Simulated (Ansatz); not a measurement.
**PbSe (Clausthalite): the dielectric response by several routes**

Wanted: ε∞ of PbSe (Clausthalite) from perturbation theory, a sum over states and the RPA step of G0W0, with cost.

Calculated with Ansatz 0.2.0; linear response on PBE, plane waves, PAW.

## 1. The structure

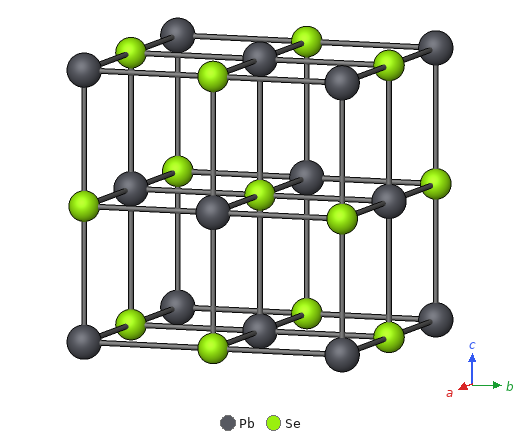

The cell as given, slightly off an axis (lead dark grey, selenium green). This picture shows the conventional cell, with its axes. Some periodic images of atoms are drawn too.

The cell and positions come from the Crystallography Open Database and are kept as given unless a step says otherwise. Spin-orbit coupling is left out unless a step names it.

## 2. Response to a homogeneous field

The response to a uniform field gives ε∞, a yardstick for the screening that GW builds on its mesh.

This step: dielectric response by perturbation theory, PBE, plane waves, PAW; PAW set soft_1.

input.yaml

```yaml
crystal:
  lattice:
    - [0.0, 3.06065, 3.06065]
    - [3.06065, 0.0, 3.06065]
    - [3.06065, 3.06065, 0.0]
  atoms:
    - { symbol: Pb, position: [0.0, 0.0, 0.0] }
    - { symbol: Se, position: [0.5, 0.5, 0.5] }
kpoints:
  mp_grid: { grid: [6, 6, 6] }
hamiltonian:
  xc: pbe
  pseudopotentials: { kind: paw, azcp: { folder: soft_1 } }
scf:
  occupations: { method: fixed }
dielectric: {}
```

Command:

```
ansatz run input.yaml --threads 3 --pin off --max-ram 92160MiB --backend cuda --events-out ev --progress --plain --runs-dir out --devices 1 --max-vram 13GiB
```

Numbers of over 12 decimals in the logs are rounded to 6 here.

Log:

```text
GPUs: using 1 of 1 available (devices: 1).
Engine: ansatz 0.2.0, x86_64-unknown-linux-gnu
Pseudopotentials: kind: paw
Pseudopotential: Pb, paw, valence charge 14, recommended cutoff 420 eV (normal), soft_1/Pb.paw.azcp
Pseudopotential: Se, paw, valence charge 16, recommended cutoff 420 eV (normal), soft_1/Se.paw.azcp
Functional definition: PBE
  parameter kappa = 0.804
  parameter beta = 0.066725
  exchange = pbe_x(kappa = kappa, mu = beta*pi^2/3)
  correlation = pbe_c(beta = beta)
device memory: the entry about to start is reckoned to put 0.7 GiB on a device that reports 44.1 GiB free (of which the cap on the GPU budget leaves the run 13.0 GiB)
GPU FFT provider: cuFFT
GPU libraries: cuBLAS 13.8.2, cuFFT 12.4.0, cuSOLVER 12.3.4
Crystal: 2 atoms, lattice volume = 57.342 Å³
Basis set: ecut = 420 eV, 1139 PW (Γ), exchange–correlation on 60×60×60 points (8 copies of the dense FFT grid, shifted against one another)
Bands: 19, of which v1, the nominal top of the filled ones, is band 15 counted from 1 (14 counted from 0)
Symmetry: 48 space group operations
k-points: 30 of 216 (irreducible under 8 space group operations, time reversal used)
Non-local potential: Pb, projectors of the file, l = 0: 2, l = 1: 2, l = 2: 2, l = 3: 1
Non-local potential: Se, projectors of the file, l = 0: 2, l = 1: 2, l = 2: 3, l = 3: 1
PAW form: soft (Blöchl's): semilocal exchange-correlation on the pseudo side does not see the compensation charge
PAW one-centre angular grid: Pb, 590 points (default); XC on 64 Gauss nodes
PAW one-centre angular grid: Se, 590 points (default); XC on 64 Gauss nodes
Initial density: superposition of atomic densities (chi_scale 0.1, normalization cell, long waves kept (reshape's long-wave potential 0.00 eV rms))
Initial wavefunctions: pseudopotential atomic-orbital guess
GPU buffer pool allocated for 27000 grid points (all kernels)
GPU transforms: local potential and band sums: pruned to the plane-wave sphere, on 30×30×30
Functional: x = pbe(κ = 0.804, μ = 0.219515), c = pbe(β = 0.066725)
SCF iter   1: F=—  HF=-17379.123769 eV  |F-HF|=—  |Δ(HF+E_count)|=         —  Δρ=2.11e-2  dr2=4.02e-1  ethr=3.10e-3  ⟨swp⟩=5.0  Hψ=2334  notcnv=0  defer=48
preconditioner: auto → none  [insulator: Δε(μ)=0.450 eV  Ē_g=15.256 eV  n_scr=14 (ndim 8)  ℏωp=21.9 eV  f_vac=0.000  ε∞_Penn≈3.1]
SCF iter   2: F=—  HF=-17379.042052 eV  |F-HF|=—  |Δ(HF+E_count)|=   8.17e-2  Δρ=9.12e-3  dr2=4.59e-2  ethr=1.34e-3  ⟨swp⟩=2.8  Hψ=984  notcnv=0  defer=48
SCF iter   3: F=—  HF=-17379.034032 eV  |F-HF|=—  |Δ(HF+E_count)|=   8.02e-3  Δρ=4.28e-3  dr2=1.01e-2  ethr=1.53e-4  ⟨swp⟩=2.8  Hψ=1127  notcnv=0  defer=52
SCF iter   4: F=—  HF=-17379.034924 eV  |F-HF|=—  |Δ(HF+E_count)|=   8.92e-4  Δρ=1.92e-3  dr2=2.06e-3  ethr=3.36e-5  ⟨swp⟩=2.9  Hψ=1032  notcnv=0  defer=52
SCF iter   5: F=—  HF=-17379.035066 eV  |F-HF|=—  |Δ(HF+E_count)|=   1.42e-4  Δρ=4.09e-4  dr2=9.98e-5  ethr=6.87e-6  ⟨swp⟩=3.0  Hψ=1053  notcnv=0  defer=52
SCF iter   6: F=—  HF=-17379.035046 eV  |F-HF|=—  |Δ(HF+E_count)|=   2.01e-5  Δρ=4.95e-5  dr2=1.29e-6  ethr=3.33e-7  ⟨swp⟩=2.0  Hψ=731  notcnv=0  defer=42
SCF iter   7: F=—  HF=-17379.035071 eV  |F-HF|=—  |Δ(HF+E_count)|=   2.53e-5  Δρ=4.78e-6  dr2=8.88e-9  ethr=4.31e-9  ⟨swp⟩=2.5  Hψ=918  notcnv=0
SCF iter   8: F=—  HF=-17379.035071 eV  |F-HF|=—  |Δ(HF+E_count)|=   1.20e-9  Δρ=1.28e-6  dr2=1.05e-9  ethr=2.96e-11  ⟨swp⟩=2.0  Hψ=1020  notcnv=0
SCF iter   9: F=-17379.035071 eV  HF=-17379.035071 eV  |F-HF|=1.09e-11  |Δ(HF+E_count)|=   1.32e-9  Δρ=4.19e-7  dr2=6.24e-11  ethr=1.00e-12  ⟨swp⟩=3.8  Hψ=2846  notcnv=0
SCF 1 converged in 9 iterations: F = -17379.035071 eV  dr2 = 6.24e-11
  greatest PAW one-centre occupation: 1.000 electrons in one spin orbital (limit 2), on the Se atom at site 1 (counted from 0), in its partial waves of l = 2
the response reads at least the filled bands of the reference SCF and the lowest empty band at each k-point, and that SCF's band table does not vouch for those bands. The notice of the band table in this run's record says why
device memory: the entry about to start is reckoned to put 0.3 GiB on a device that reports 43.0 GiB free (of which the cap on the GPU budget leaves the run 13.0 GiB)
NSCF: frozen V_eff on 1 k-points
device memory: the entry about to start is reckoned to put 0.3 GiB on a device that reports 44.0 GiB free (of which the cap on the GPU budget leaves the run 13.0 GiB)
NSCF: frozen V_eff on 1 k-points
device memory: the entry about to start is reckoned to put 0.3 GiB on a device that reports 42.5 GiB free (of which the cap on the GPU budget leaves the run 13.0 GiB)
NSCF: frozen V_eff on 1 k-points
device memory: the entry about to start is reckoned to put 0.3 GiB on a device that reports 42.6 GiB free (of which the cap on the GPU budget leaves the run 13.0 GiB)
NSCF: frozen V_eff on 1 k-points
device memory: the entry about to start is reckoned to put 0.3 GiB on a device that reports 42.6 GiB free (of which the cap on the GPU budget leaves the run 13.0 GiB)
NSCF: frozen V_eff on 1 k-points
device memory: the entry about to start is reckoned to put 0.3 GiB on a device that reports 42.6 GiB free (of which the cap on the GPU budget leaves the run 13.0 GiB)
NSCF: frozen V_eff on 1 k-points
device memory: the entry about to start is reckoned to put 0.3 GiB on a device that reports 42.6 GiB free (of which the cap on the GPU budget leaves the run 13.0 GiB)
NSCF: frozen V_eff on 1 k-points
device memory: the entry about to start is reckoned to put 0.3 GiB on a device that reports 42.0 GiB free (of which the cap on the GPU budget leaves the run 13.0 GiB)
NSCF: frozen V_eff on 1 k-points
device memory: the entry about to start is reckoned to put 0.3 GiB on a device that reports 41.7 GiB free (of which the cap on the GPU budget leaves the run 13.0 GiB)
NSCF: frozen V_eff on 1 k-points
device memory: the entry about to start is reckoned to put 0.3 GiB on a device that reports 41.9 GiB free (of which the cap on the GPU budget leaves the run 13.0 GiB)
NSCF: frozen V_eff on 1 k-points
device memory: the entry about to start is reckoned to put 0.3 GiB on a device that reports 41.9 GiB free (of which the cap on the GPU budget leaves the run 13.0 GiB)
NSCF: frozen V_eff on 1 k-points
device memory: the entry about to start is reckoned to put 0.3 GiB on a device that reports 41.3 GiB free (of which the cap on the GPU budget leaves the run 13.0 GiB)
NSCF: frozen V_eff on 1 k-points
device memory: the entry about to start is reckoned to put 0.1 GiB on a device that reports 40.8 GiB free (of which the cap on the GPU budget leaves the run 13.0 GiB)
device memory: the entry about to start is reckoned to put 0.8 GiB on a device that reports 40.6 GiB free (of which the cap on the GPU budget leaves the run 13.0 GiB)
DFPT response loops at Γ: preconditioner auto → none (the input reference at scf.mixing.eps_inf says where Resta's filter doesn't serve); β = 0.50; Broyden in place of MSR1
── the response to a field inside a basis, on 10×10×10 k-points: an SCF that follows is theirs, and a resumed run solves both again ──
device memory: the entry about to start is reckoned to put 0.2 GiB on a device that reports 41.6 GiB free (of which the cap on the GPU budget leaves the run 13.0 GiB)
GPU FFT provider: cuFFT
GPU libraries: cuBLAS 13.8.2, cuFFT 12.4.0, cuSOLVER 12.3.4
Bands: 16, of which v1, the nominal top of the filled ones, is band 15 counted from 1 (14 counted from 0)
k-points: 110
Initial density: handed on by an earlier stage of this run
Initial wavefunctions: pseudopotential atomic-orbital guess (no wavefunctions were taken with the density)
GPU buffer pool allocated for 27000 grid points (all kernels)
GPU transforms: band sums: pruned to the plane-wave sphere, on 30×30×30
Eigensolver: Dense (110 Hₖ)
SCF iter   1: F=—  HF=-17379.026907 eV  |F-HF|=—  |Δ(HF+E_count)|=         —  Δρ=2.17e-4  dr2=3.31e-5  ethr=1.00e-1
preconditioner: auto → none  [insulator: Δε(μ)=0.337 eV  Ē_g=13.363 eV  n_scr=14 (ndim 8)  ℏωp=21.9 eV  f_vac=0.021  ε∞_Penn≈3.7]
SCF iter   2: F=—  HF=-17379.026902 eV  |F-HF|=—  |Δ(HF+E_count)|=   4.57e-6  Δρ=9.28e-5  dr2=3.10e-6  ethr=1.10e-7
SCF iter   3: F=—  HF=-17379.026902 eV  |F-HF|=—  |Δ(HF+E_count)|=   2.65e-7  Δρ=4.97e-5  dr2=6.38e-7  ethr=1.03e-8
SCF iter   4: F=—  HF=-17379.026902 eV  |F-HF|=—  |Δ(HF+E_count)|=   2.81e-7  Δρ=1.96e-5  dr2=1.05e-7  ethr=2.13e-9
SCF iter   5: F=-17379.026902 eV  HF=-17379.026902 eV  |F-HF|=2.39e-9  |Δ(HF+E_count)|=   5.03e-8  Δρ=3.79e-6  dr2=4.28e-9  ethr=3.51e-10
SCF 1 converged in 5 iterations: F = -17379.026902 eV  dr2 = 4.28e-9
device memory: the entry about to start is reckoned to put 0.1 GiB (of the 0.1 GiB reckoned in all, the device holds 0.1 GiB already) on a device that reports 40.9 GiB free (of which the cap on the GPU budget leaves the run 12.9 GiB)
device memory: the entry about to start is reckoned to put 1.5 GiB on a device that reports 40.9 GiB free (of which the cap on the GPU budget leaves the run 12.9 GiB)
DFPT response loops at Γ: mixed as the last ones told, above
SCF converged after 9 iterations
Free energy (F): -17379.035071 eV
Harris-Foulkes:  -17379.035071 eV  (|F-HF|=1.09e-11)
Internal energy: -17379.035071 eV  (E = F + TS)
E sigma→0 (E₀):  -17379.035071 eV
Fermi energy:    8.954655 eV
--- Per-component energies (eV) ---
  E_band       = -427.305680
  E_kinetic    = 402.966938
  E_local      = -3718.723698  (includes V_loc(G=0)·N_el)
  E_nonlocal   = -49.223460
  E_hartree    = 1810.637914
  E_xc         = -292.071340
  E_vxc        = -229.619063  (∫ρ·V_xc dr)
  E_paw        = -12520.913794  (= ΣΔE_a)
  E_vpaw       = -453.982025  (= ΣTr[D̂ρ^β])
  E_aug_tail   = -0.000372  (compensation charges beyond the density's cutoff)
  E_ewald      = -3011.707258
  E_smearing   = -0.000000  (= −TS)
  E_closure    = -0.000000  (closes the sum)
  Σ components = -17379.035071   (vs F -17379.035071, Δ=0.00e0)
--- Band table (eV; the first three rows and the last of 30) ---
  k-point 0: bands = [... 11 lower, 2.6508, 7.0756, 7.0756, 7.0756, 13.6721, 13.6721, 13.6721, 15.4801]
  k-point 1: bands = [... 11 lower, 1.9935, 7.1483, 7.1483, 7.5270, 12.0901, 12.6210, 12.6210, 15.2815]
  k-point 2: bands = [... 11 lower, 0.7865, 7.3445, 7.3445, 8.2829, 10.3005, 11.2414, 11.2414, 16.0478]
  k-point 29: bands = [... 11 lower, 1.0770, 4.3288, 5.1800, 7.3206, 11.9140, 13.3348, 14.4457, 15.5146]
--- Dielectric response (ions clamped): 3 representative field directions + reference, inside a basis on a mesh of 1000 k-points (Σ response iterations 18) ---
  ε∞ (high-frequency dielectric tensor):
       22.092557     0.000000     0.000000
        0.000000    22.092557    -0.000000
        0.000000    -0.000000    22.092557
  Born effective charges Z* (e; rows j = field, columns β = displacement):
    site 0:
         4.83397    0.00000    0.00000
        -0.00000    4.83397   -0.00000
         0.00000   -0.00000    4.83397
    site 1:
        -4.83397   -0.00000   -0.00000
         0.00000   -4.83397    0.00000
        -0.00000    0.00000   -4.83397
  Z* charge neutrality: 1.783e-3 e pre-enforcement
  solved inside a basis spanned on kpoints, on 10×10×10 k-points transformed towards the longest dipole: ε∞ is read to err by 9.1e-2, Z* by 3.7e-2 e (field_mesh: kpoints solves on kpoints); Z* is corrected for what the basis lacks
```

Run time: 34 s. Hardware: 1 × NVIDIA H100 80GB HBM3 (shared by 6 runs) with 3 threads of AMD EPYC 7R13 (Zen 3), shared host; peak memory 1.5 GiB; 44 s of CPU time.

In the SCF lines HF is the Harris–Foulkes energy and dr2 the Hartree energy of the density residual, in eV; the loop may stop once dr2 is under the threshold and the program's other checks hold. Hψ counts applications of the Hamiltonian.

Numbers from this step:

| Item | Value |
| --- | --- |
| stated error of ε∞ | 0.091 |

One over ε∞ averages 0.05, well under the quarter of exact exchange in PBE0, which by this rule of thumb may open the gap too far.

High-frequency dielectric tensor:

```
22.09  0.00  0.00
 0.00 22.09  0.00
 0.00  0.00 22.09
```

Born effective charge (e), principal values of the symmetric part by kind of site:

```
atom  atoms with these values    low  middle   high   mean
 Pb1                        1   4.83    4.83   4.83   4.83
 Se2                        1  -4.83   -4.83  -4.83  -4.83
```

In full for Se2:

```
-4.83  0.00  0.00
 0.00 -4.83  0.00
 0.00  0.00 -4.83
```

## 3. Independent-particle spectrum

The independent-particle spectrum shows where the oscillator strength lies, before excitons and local fields.

This step: independent-particle optics on PBE, plane waves, PAW; PAW set soft_1.

Changes to input.yaml since step 2:

```diff
@@ -15,2 +15,4 @@
   occupations: { method: fixed }
-dielectric: {}
+  n_extra_bands: 39
+output:
+  optics: { e_range: [0, 25], de: 0.1, sigma: 0.2 }
```

Log:

```text
[...]
GPUs: using 1 of 1 available (devices: 1).
[...]
GPU FFT provider: cuFFT
GPU libraries: cuBLAS 13.8.2, cuFFT 12.4.0, cuSOLVER 12.3.4
Crystal: 2 atoms, lattice volume = 57.342 Å³
Basis set: ecut = 420 eV, 1139 PW (Γ)
Bands: 54, of which v1, the nominal top of the filled ones, is band 15 counted from 1 (14 counted from 0)
Symmetry: 48 space group operations
[...]
k-points: 16 of 216
[...]
GPU buffer pool allocated for 27000 grid points (all kernels)
[...]
SCF iter   1: F=—  HF=-17379.123127 eV  |F-HF|=—  |Δ(HF+E_count)|=         —  Δρ=2.12e-2  dr2=4.05e-1  ethr=3.10e-3  ⟨swp⟩=4.0  Hψ=2882  notcnv=0  defer=547
[...]
SCF iter  10: F=-17379.035069 eV  HF=-17379.035069 eV  |F-HF|=0.00e0  |Δ(HF+E_count)|=  2.55e-11  Δρ=1.02e-7  dr2=3.86e-12  ethr=1.00e-12  ⟨swp⟩=13.3  Hψ=7056  notcnv=0
SCF 1 converged in 10 iterations: F = -17379.035069 eV  dr2 = 3.86e-12
[...]
Optics k sum: 0 of 16 k-points
Optics k sum: 1 of 16 k-points
[...]
Optics k sum: 16 of 16 k-points
[...]
SCF converged after 10 iterations
Free energy (F): -17379.035069 eV
[...]
Internal energy: -17379.035069 eV  (E = F + TS)
E sigma→0 (E₀):  -17379.035069 eV
Fermi energy:    8.954659 eV
[...]
--- Band table (eV; the first three rows and the last of 16) ---
  k-point 0: bands = [... 11 lower, 2.6508, 7.0756, 7.0756, 7.0756, 13.6721, 13.6721, 13.6721, 15.4801, ... 35 higher]
  k-point 1: bands = [... 11 lower, 1.9935, 7.1483, 7.1483, 7.5270, 12.0901, 12.6210, 12.6210, 15.2815, ... 35 higher]
  k-point 2: bands = [... 11 lower, 0.7865, 7.3445, 7.3445, 8.2829, 10.3005, 11.2414, 11.2414, 16.0478, ... 35 higher]
  k-point 15: bands = [... 11 lower, 1.0770, 4.3288, 5.1800, 7.3206, 11.9140, 13.3348, 14.4457, 15.5146, ... 35 higher]
```

The job ended after 15 s (1 × NVIDIA H100 80GB HBM3 (shared by 6 runs) with 3 threads; peak memory 1.1 GiB; 26 s of CPU time).

This step gave:

* ε∞ without local fields (xx, yy, zz): 22.88, 22.88, 22.88
* electrons in the f-sum (xx, yy, zz): 21.96, 21.96, 21.96
* bands in the explicit sum (the static value is completed to all bands): 54

The sum gives ε∞ = 22.88 without local fields.

The ε₂, xx=yy=zz has structure finer than the step of the table below, so its rows give means over 1 eV, whole bins alone (the curve runs from 0 to 25 eV). Peaks (eV: height): 2.5: 48.9.

Independent particles, no local fields, Gaussian width 0.2 eV. Table of ε₂, xx=yy=zz by photon energy; means over each step:

```
photon energy (eV)  ε₂, xx=yy=zz
                 1          4.90
                 2          27.2
                 3          29.2
                 4          8.89
                 5          3.61
                 6          2.61
                 7          3.12
                 8          3.74
                 9          2.42
                10          2.04
                11          1.53
                12          1.16
                13         0.813
                14         0.470
                15         0.347
                16         0.324
                17         0.313
                18         0.504
                19         0.621
                20         0.469
                21         0.544
                22         0.308
                23         0.226
                24         0.206
```

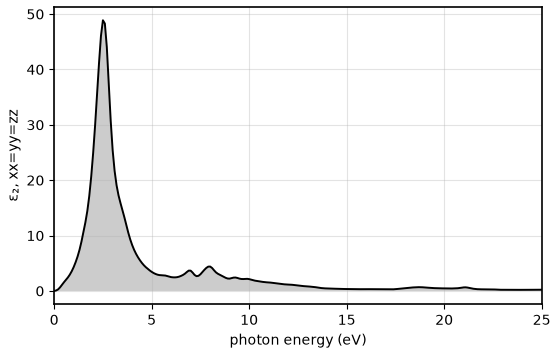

ε₂, xx=yy=zz, plotted against photon energy.

(Part 1 of 2 ends here.)

[Paths, hosts, dates, memory and timing lines, banners, echoed tables and standing remarks are left out of the program output.]

[Logs are printed without paths, hosts, clocks, repeated set-up lines and the standing remarks that a program may print on its own settings, such as how far it seeks lower states.]

[Runs of the session that timed out or met a known fault of the program may be left out.]

[Cells called generated may have been cut or substituted from an entry of the Crystallography Open Database or the Materials Project.]

[Hosts, paths, dates, database ids (printed as entryN), source tags and the programs' standing remarks are cut or masked in the printed files.]
